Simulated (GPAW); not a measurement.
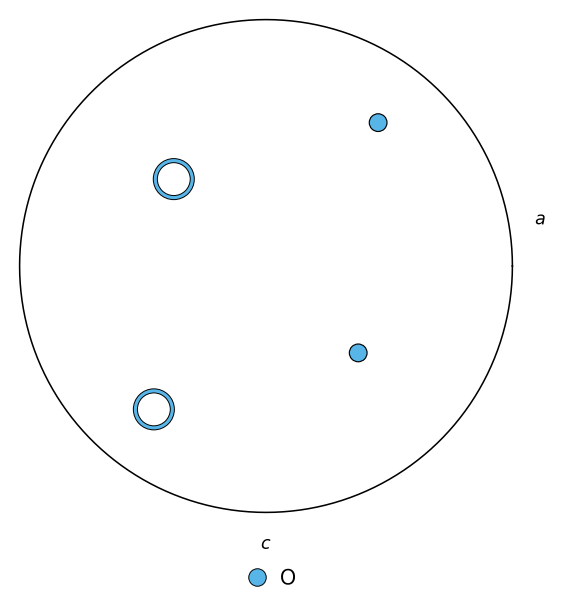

For CuO, an entry of the Crystallography Open Database, as set up for an electronic-structure calculation: directions from one copper atom at (1/4, 3/4, 1/2) to its bonded neighbours, in stereographic projection down b (filled: above the plane of the page or in it, open: below). The drawing is computed from the coordinates (standard cell, symmetry found to 0.002 Å).

Neighbours are counted up to 2.42 Å for O.

```cif
data_structure
_symmetry_space_group_name_H-M 'P 1'
_symmetry_Int_Tables_number 1
_cell_length_a 4.6837
_cell_length_b 3.4226
_cell_length_c 5.1288
_cell_angle_alpha 90.000
_cell_angle_beta 99.540
_cell_angle_gamma 90.000
_cell_volume 81.08
loop_
_atom_site_label
_atom_site_type_symbol
_atom_site_fract_x
_atom_site_fract_y
_atom_site_fract_z
_atom_site_occupancy
Cu1 Cu 0.25000 0.75000 0.50000 1
Cu2 Cu 0.25000 0.25000 0.00000 1
O1 O 0.50000 0.08160 0.75000 1
O2 O 0.50000 0.91840 0.25000 1
Cu3 Cu 0.75000 0.25000 0.50000 1
Cu4 Cu 0.75000 0.75000 0.00000 1
O3 O 0.00000 0.58160 0.75000 1
O4 O 0.00000 0.41840 0.25000 1
```

### How many neighbours are there, and at what angles?

4: 2 O at 1.95 Å, 2 O at 1.96 Å. Angles between bonds: 84° (2×), 96° (2×), 180° (2×).

### What is the site's symmetry in the crystal?

Point group -1 (Ci), order 2: an inversion centre. In C2/c, No. 15 this is Wyckoff position 4c.
